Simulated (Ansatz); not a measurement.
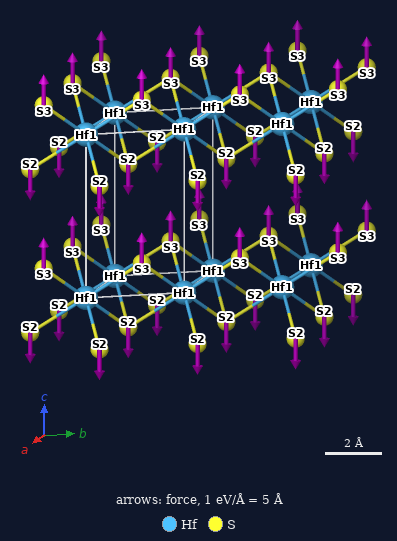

Starting geometry of crystalline HfS₂ (set up in P-3m1) with the computed forces as purple arrows. The picture is a ball-and-stick view of the cell of the calculation, repeated 1 × 2 × 1 with one cell outlined, seen slightly off an axis.

Level of theory: DFT PBE+D3(BJ), scalar-relativistic, plane waves, PAW (Ansatz).

Input file:
```yaml
crystal:
  lattice:
    - [3.63966418, 0.0, 0.0]
    - [-1.81983209, 3.1520416411, 0.0]
    - [0.0, 0.0, 6.05556247]
  atoms:
    - { symbol: Hf, position: [0.0, 0.0, 0.0] }
    - { symbol: S, position: [0.66666667, 0.33333333, 0.76395205] }
    - { symbol: S, position: [0.33333333, 0.66666667, 0.23604795] }
basis:
  ecutwfc: 420
kpoints:
  mp_grid: { grid: [9, 9, 6] }
hamiltonian:
  xc: pbe
  dispersion: d3bj
scf:
  occupations: { method: gaussian, width: 0.02 }
output:
  forces: true
  stress: true
  eigenvalues: true
  write_density: true
  write_potential: true
  elf: true
  volumetric_format: npy
relax:
  adjacent_minimum: "off"
  f_tol: 0.005
  max_steps: 80
  cell: { stress_tol: 0.05 }
```

Command:
```bash
ansatz run input.yaml --threads 1 --pin off --max-ram 2560MiB --backend cpu --events-out ev --progress --plain --runs-dir out
```

What follows when this structure is relaxed?

Answer. It isn't relaxed: the largest force vector, on S atoms, is 0.23 eV/Å. The atoms end up moving mostly along the starting forces (cosine between the two patterns 1.00). Over 4 accepted moves (7 points after the start) the energy falls by 28.3 meV per cell of the calculation. Largest force component: 0.23 eV/Å at the start, 0.00075 eV/Å at the end. The pressure goes from −0.51 to −0.01 GPa. The line search rejected the trial steps at points 1, 5 of the run. At 1 point the geometry stayed and the basis and grid were re-selected for the new cell (energy shift of 0.6 meV per cell of the calculation at most each time). The largest moves relative to the cell, 0.094 Å, are those of S2 and S3. S2 goes along −c. Hf stays in place. The drawn cell changes as follows: a = b 3.640 → 3.606 Å (−0.9 %), c 6.056 → 5.770 Å (−4.7 %); the volume changes by −6.5 %. The space group stays P-3m1 (No. 164).
